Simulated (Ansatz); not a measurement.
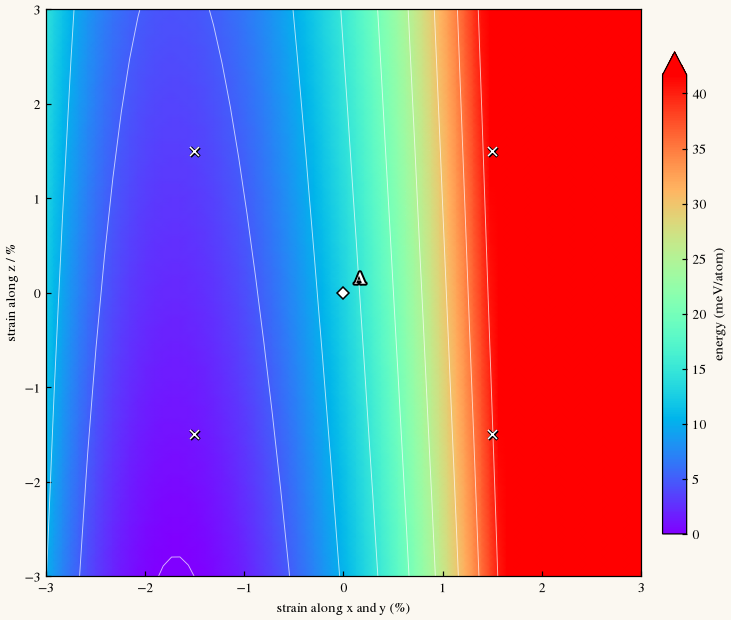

ZnO (P6_3/mmc, No. 194; 4 atoms in the cell). The cell is strained homogeneously, by one strain along x and y and another along z, with fractional coordinates fixed (x along [1 0 0], z along [0 0 1] of the conventional cell). Coordinates scanned: (1) strain along x and y; (2) strain along z. The grid has 5 × 5 points. At 4 points there is no value. Points are written as (first, second). All energies are given in meV/atom relative to the lowest grid point. The reference cell is the one listed in the database, not relaxed at this level. Level of theory: DFT PBEsol, scalar-relativistic, plane waves, PAW (Ansatz 0.2.0). Settings: cutoff 420 eV, k-mesh 9×9×4 in the order of the run's cell vectors, gaussian smearing 0.05 eV, no spin polarisation.

In the figure: a smooth colour map with a few white contour lines, crosses at grid points without a value, one colour for all values above the top of the scale, the point A. Between grid points the surface is interpolated.

> Which way does the force act at A, and how strong is it?

A, at (0.0 %, 0.0 %), is not a stationary point. The computed force is 13 meV/atom for each 1 % towards smaller values of strain along x and y and 0.82 meV/atom for each 1 % towards smaller values of strain along z.
